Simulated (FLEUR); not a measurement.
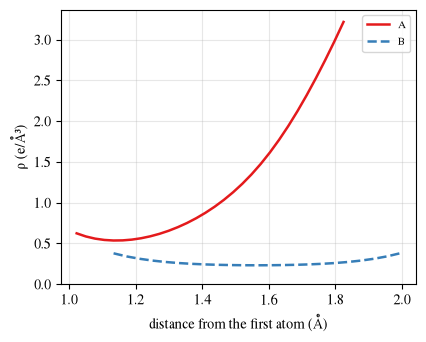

The picture shows: TaN. Electron density along straight lines between neighbouring atoms. The curves leave out the atomic cores.

Space group I4/mmm; a structure from a database of computed crystals, not necessarily the ambient phase; changed on purpose from its base cell (strain component 3 = 0.01).

The calculation used FLEUR MaX-R8.1 (later development tree), Kohn-Sham DFT of a periodic cell, PBE, all-electron.

The calculation treats all electrons.

```cif
data_structure
_symmetry_space_group_name_H-M 'P 1'
_symmetry_Int_Tables_number 1
_cell_length_a 3.1273
_cell_length_b 3.1273
_cell_length_c 4.4669
_cell_angle_alpha 90.000
_cell_angle_beta 90.000
_cell_angle_gamma 90.000
_cell_volume 43.69
loop_
_atom_site_label
_atom_site_type_symbol
_atom_site_fract_x
_atom_site_fract_y
_atom_site_fract_z
_atom_site_occupancy
Ta1 Ta 0.50000 0.50000 0.00000 1
Ta2 Ta 0.00000 0.00000 0.50000 1
N1 N 0.00000 0.00000 0.00000 1
N2 N 0.50000 0.50000 0.50000 1
```

Which curve belongs to which contact (Ta–N and Ta–Ta)? The first atom named is at distance zero.

Answer. Curve A: Ta–N (2.21 Å): ρ is about 0.54 e/Å³ halfway. Curve B: Ta–Ta (3.13 Å): ρ is about 0.23 e/Å³ halfway.
